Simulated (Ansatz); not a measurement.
**TiTe₂: geometry relaxation (part 2 of 2)**

Continued. System: TiTe₂ (3 atoms in the cell). Method: DFT r2SCAN, scalar-relativistic, plane waves, PAW, no spin polarisation (Ansatz 0.2.0); cutoff 500 eV, 12×12×8 k-mesh, Gaussian smearing of 0.1 eV. The structure derives from an entry of the Crystallography Open Database. It belongs to a series of runs on one base structure; here: volume × 1.03, shape and atoms relaxed.

Geometry of the input (Å; fractional positions):
```
3.8379  0.0000  0.0000
-1.9189  3.3237  0.0000
0.0000  0.0000  6.9664
Ti 0.0000  0.0000  0.0000
Te 0.6667  0.3333  0.2463
Te 0.3333  0.6667  0.7537
```

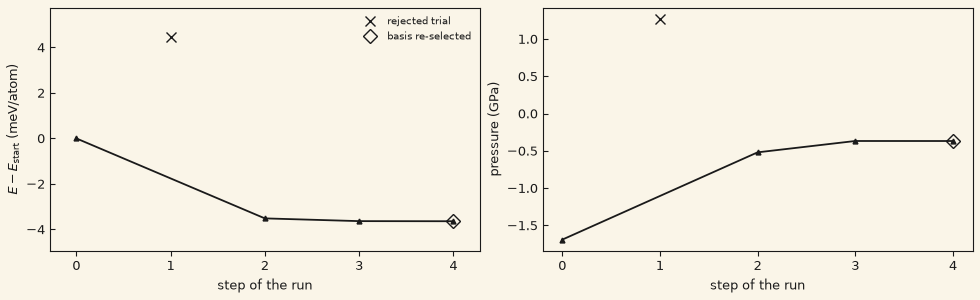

Progress of the relaxation, step by step (the first geometry is step 0 here and step 1 in the log).

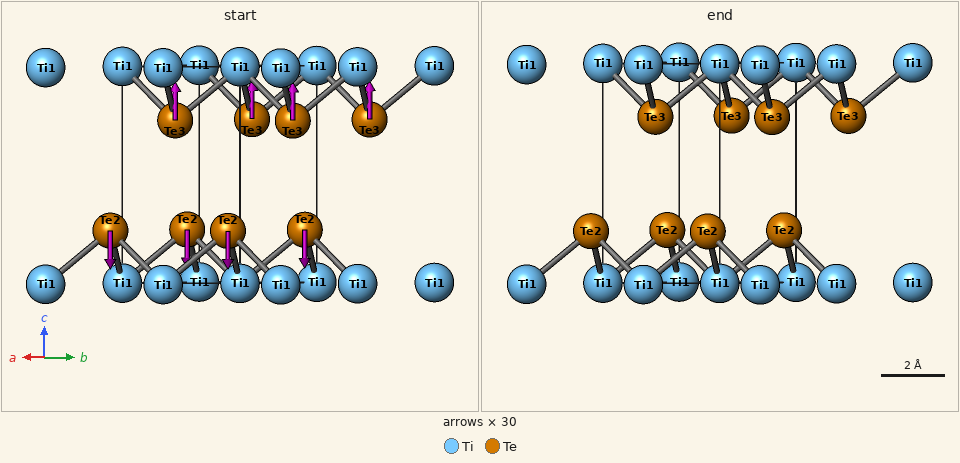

Before (left) and after (right) the relaxation, at one scale (ball-and-stick view of the cell of the calculation, repeated 2 × 2 × 1, seen at an oblique angle). The pink arrows give the displacements (without the part carried along by the change of the cell), magnified 30 times. The energy falls by 3.6 meV per atom in 3 geometry steps. The largest force component goes from 0.27 to 0.0076 eV/Å. The pressure goes from −1.69 to −0.37 GPa. The line search rejected the trial step at point 1 (counted from 0) and went back. The largest moves relative to the cell, 0.042 Å, are those of Te2 and Te3. Ti stays in place. The drawn cell changes at constant volume: a = b 3.838 → 3.812 Å (−0.7 %), c 6.966 → 7.062 Å (+1.4 %). Distances before and after: Ti1–Te2 2.803 → 2.779 Å. The space group stays P-3m1 (No. 164). A last SCF at the same geometry on a re-selected plane-wave basis shifts the energy by next to nothing (0.0 meV per atom). (Atoms are counted from 1 in the order of the input.)

```
basis re-selected at this cell: Δ(F+E_penalty+E_count) = -1.437e-5 eV, ΔP = -0.000 GPa vs the last step (what re-selecting the basis moved, of the pressure what is left beyond the Pulay correction that the steps carried, after the strain that the cell walked since its last selection, with what the two solves' SCF thresholds leave and, on support functions, any second-order correction that the steps lacked; it is no measure of the basis error at this ecutwfc). This SCF's stress stands 6.10e-2 GPa from its target on what of the cell is left free (relax.cell.stress_tol is 1.00e-1 GPa) and its largest allowed force component is 7.64e-3 eV/Å (relax.f_tol is 1.00e-2 eV/Å): within both
SCF converged after 6 iterations
Free energy (F): -16496.513729 eV
Harris-Foulkes:  -16496.513729 eV  (|F-HF|=3.64e-12)
Internal energy: -16496.507954 eV  (E = F + TS)
E sigma→0 (E₀):  -16496.510841 eV
Entropy (-TS):   -0.005775 eV (-1.925 meV/atom)
Fermi energy:    8.728835 eV
--- Per-component energies (eV) ---
  E_band       = -770.579010
  E_kinetic    = 631.716519
  E_local      = -4035.255561  (includes V_loc(G=0)·N_el)
  E_nonlocal   = -613.052394
  E_hartree    = 2271.273887
  E_xc         = -323.469487
  E_vxc        = -356.061788  (∫ρ·V_xc dr)
  E_paw        = -10429.719722  (= ΣΔE_a)
  E_vpaw       = -963.120836  (= ΣTr[D̂ρ^β])
  E_aug_tail   = 0.000009  (compensation charges beyond the density's cutoff)
  E_vtau       = 22.647248  (kinetic-family band-sum trace: ∫τ·v_τ [+ j·A + Jᵃ·Aᵃ] dr)
  E_ewald      = -3998.317458
  E_core_change = 0.316254  (= ΣΔE_core)
  E_smearing   = -0.005775  (= −TS)
  E_closure    = -0.000000  (closes the sum)
  Σ components = -16496.513729   (vs F -16496.513729, Δ=0.00e0)
--- Forces (eV/Å), atoms counted from 1 ---
  atom   1  Ti     0.00000000     0.00000000     0.00000000
  atom   2  Te     0.00000000    -0.00000000     0.00764359
  atom   3  Te     0.00000000     0.00000000    -0.00764359
  max |Σ_I F_I| component: 3.47e-18 eV/Å
--- Stress (GPa, compression-positive) ---
       -0.398238       0.000000      -0.000000
        0.000000      -0.398238       0.000000
       -0.000000       0.000000      -0.306663
  P = ⅓ Tr σ = -0.3677 GPa (-3.677 kbar)
--- Band table (eV; the first three rows and the last of 131) ---
  k-point 0: bands = ["-51.4338", "-28.6120", "-28.6120", "-28.6040", "-28.6040", "-28.5686", "-28.5686", "-28.5681", "-28.5681", "-28.5500", "-28.5486", "-26.6052", "-26.6052", "-26.5775", "-3.9283", "-2.7340", "3.7835", "6.7964", "6.7964", "8.4330", "9.0821", "9.0821", "9.2093", "9.5892", "9.5892", "11.9417", "11.9417"]
  k-point 1: bands = ["-51.4338", "-28.6120", "-28.6120", "-28.6039", "-28.6039", "-28.5687", "-28.5687", "-28.5680", "-28.5680", "-28.5499", "-28.5486", "-26.6052", "-26.6052", "-26.5775", "-3.9069", "-2.7720", "3.8946", "6.7996", "6.7996", "8.0827", "9.0817", "9.0817", "9.3719", "9.5729", "9.5729", "11.9653", "11.9653"]
  k-point 2: bands = ["-51.4338", "-28.6121", "-28.6121", "-28.6039", "-28.6039", "-28.5688", "-28.5688", "-28.5679", "-28.5679", "-28.5498", "-28.5488", "-26.6052", "-26.6052", "-26.5775", "-3.8492", "-2.8690", "4.2031", "6.8072", "6.8072", "7.4198", "9.0808", "9.0808", "9.5343", "9.5343", "9.5572", "12.0221", "12.0221"]
  k-point 130: bands = ["-51.4311", "-28.6100", "-28.6008", "-28.6008", "-28.5988", "-28.5735", "-28.5735", "-28.5706", "-28.5686", "-28.5438", "-28.5438", "-26.6365", "-26.6365", "-26.5520", "-1.9993", "-1.9993", "4.7216", "4.7444", "4.7444", "5.6734", "6.6869", "6.6869", "9.7550", "9.8420", "9.8420", "11.3695", "11.3695"]
--- Relaxed structure (4 steps of the walk, 3 accepted, 1 SCFs on fresh bases) ---
  F+E_penalty+E_count = -16496.51372863 eV   max|allowed force component| = 7.644e-3 eV/Å   (the final SCF, on the basis selected at the relaxed cell)
  cell:  # Å, volume = 88.8625 Å³
    - [3.81186561295963, -2.867191156845667e-11, 3.3566493615729806e-18]
    - [-1.905932806454984, 3.301172456649716, -8.39162340395065e-19]
    - [6.0928774190144744e-18, 1.7588622089502368e-18, 7.061752502802635]
  atoms:
    - { symbol: Ti, position: [2.211542153799996e-34, 3.666861495911233e-35, 3.7092061506874214e-68] }
    - { symbol: Te, position: [0.6666666666666665, 0.33333333333333337, 0.24036376012048977] }
    - { symbol: Te, position: [0.33333333333333326, 0.6666666666666666, 0.7596362398795103] }
```

**Trajectory as extended XYZ (Å, eV, eV/Å), 5 frames, from step=1 to step=5**
```
3
Lattice="3.8379 0.0000 0.0000 -1.9189 3.3237 0.0000 0.0000 0.0000 6.9664" Properties=species:S:1:pos:R:3:forces:R:3 step=1 energy=-16496.50280 pressure_GPa=-1.69
Ti    0.0000    0.0000    0.0000    0.0000   0.0000   0.0000
Te    1.9189    1.1079    1.7160    0.0000   0.0000  -0.2680
Te    0.0000    2.2158    5.2504    0.0000   0.0000   0.2680
3
Lattice="3.8234 0.0000 0.0000 -1.9117 3.3111 0.0000 0.0000 0.0000 7.0193" Properties=species:S:1:pos:R:3:forces:R:3 step=2 energy=-16496.48942 pressure_GPa=1.27 accepted=F
Ti    0.0000    0.0000    0.0000    0.0000   0.0000   0.0000
Te    1.9117    1.1037    1.6419    0.0000   0.0000   0.4693
Te    0.0000    2.2074    5.3774    0.0000   0.0000  -0.4693
3
Lattice="3.8198 0.0000 0.0000 -1.9099 3.3080 0.0000 0.0000 0.0000 7.0326" Properties=species:S:1:pos:R:3:forces:R:3 step=3 energy=-16496.51335 pressure_GPa=-0.52
Ti    0.0000    0.0000    0.0000    0.0000   0.0000   0.0000
Te    1.9099    1.1027    1.6953    0.0000   0.0000  -0.0081
Te    0.0000    2.2053    5.3373    0.0000   0.0000   0.0081
3
Lattice="3.8119 0.0000 0.0000 -1.9059 3.3012 0.0000 0.0000 0.0000 7.0618" Properties=species:S:1:pos:R:3:forces:R:3 step=4 energy=-16496.51371 pressure_GPa=-0.37
Ti    0.0000    0.0000    0.0000    0.0000   0.0000   0.0000
Te    1.9059    1.1004    1.6974    0.0000   0.0000   0.0076
Te    0.0000    2.2008    5.3644    0.0000   0.0000  -0.0076
3
Lattice="3.8119 0.0000 0.0000 -1.9059 3.3012 0.0000 0.0000 0.0000 7.0618" Properties=species:S:1:pos:R:3:forces:R:3 step=5 energy=-16496.51373 pressure_GPa=-0.37
Ti    0.0000    0.0000    0.0000    0.0000   0.0000   0.0000
Te    1.9059    1.1004    1.6974    0.0000   0.0000   0.0076
Te    0.0000    2.2008    5.3644    0.0000   0.0000  -0.0076
```

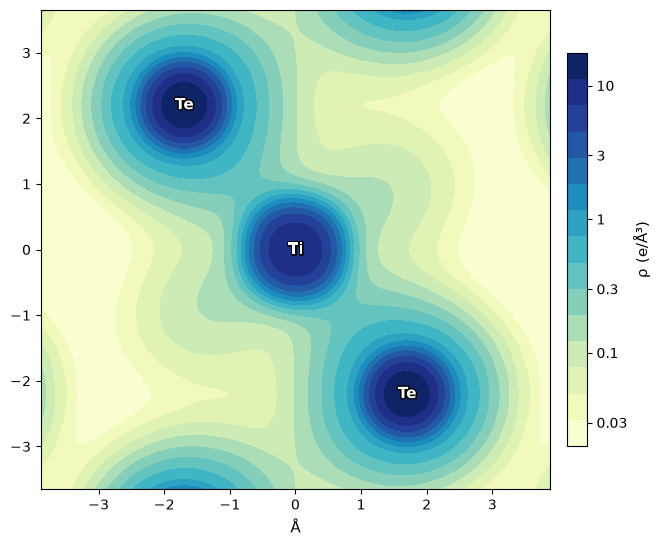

Valence pseudo-density on the (110) plane of the conventional cell. Ti–Te (2.78 Å): ρ is about 0.37 e/Å³ halfway. Away from the nuclei the density in this plane falls to 0.009 e/Å³ at its lowest. Core electrons are frozen (PAW), so the fields are smoothed inside the atomic spheres.

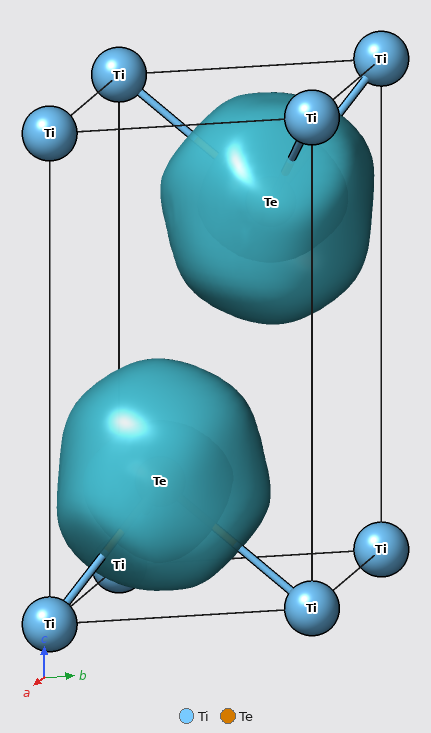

Isosurface of the ELF at 0.55 (cyan), seen slightly off an axis. Core shells and regions of very low density are left out. Sticks mark near contacts. The outline is the cell set on symmetry axes. Values along the shortest contacts: Ti–Te (2.78 Å): the ELF is about 0.65 at the midpoint.

**Results in brief**

```csv
quantity,value
outcome,converged
space group (tolerance 0.01 Å),P-3m1 (164)
electrons treated,44
free energy,−16496.5137 eV
Fermi energy,8.729 eV
gap on the k-point mesh,none (metallic)
pressure,−0.37 GPa
final volume,88.86 Å³
largest force (length of the vector) at the end,0.008 eV/Å
final cell,"a = 3.812 Å, b = 3.812 Å, c = 7.062 Å, α = 90.00°, β = 90.00°, γ = 120.00°"
wall time,3.2 min
peak memory,0.84 GiB
```
